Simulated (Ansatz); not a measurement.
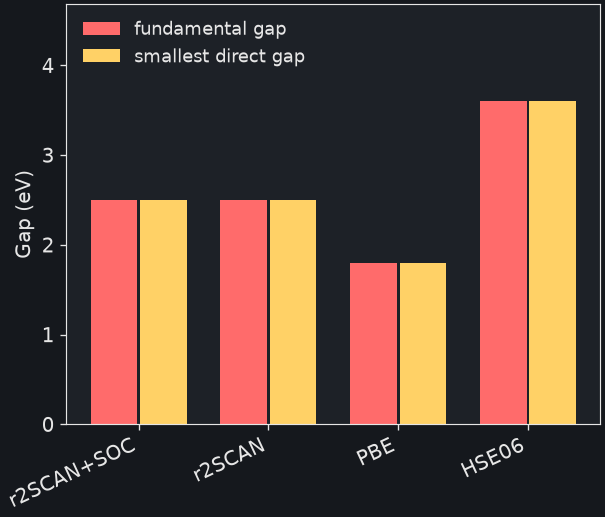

Gaps of SnO$_{2}$, space group P4_2/mnm, 6 atoms in the cell, rutile type, hydrostatic strain −2.0%, at several levels of theory on one cell (Ansatz, plane waves and PAW; edges over the mesh and the special points).

Q: How does the gap depend on the level, and does its kind change?

A: In rising order: PBE 1.79 eV, r2SCAN 2.49 eV, r2SCAN+SOC 2.50 eV and HSE06 3.60 eV. It is direct at every level.
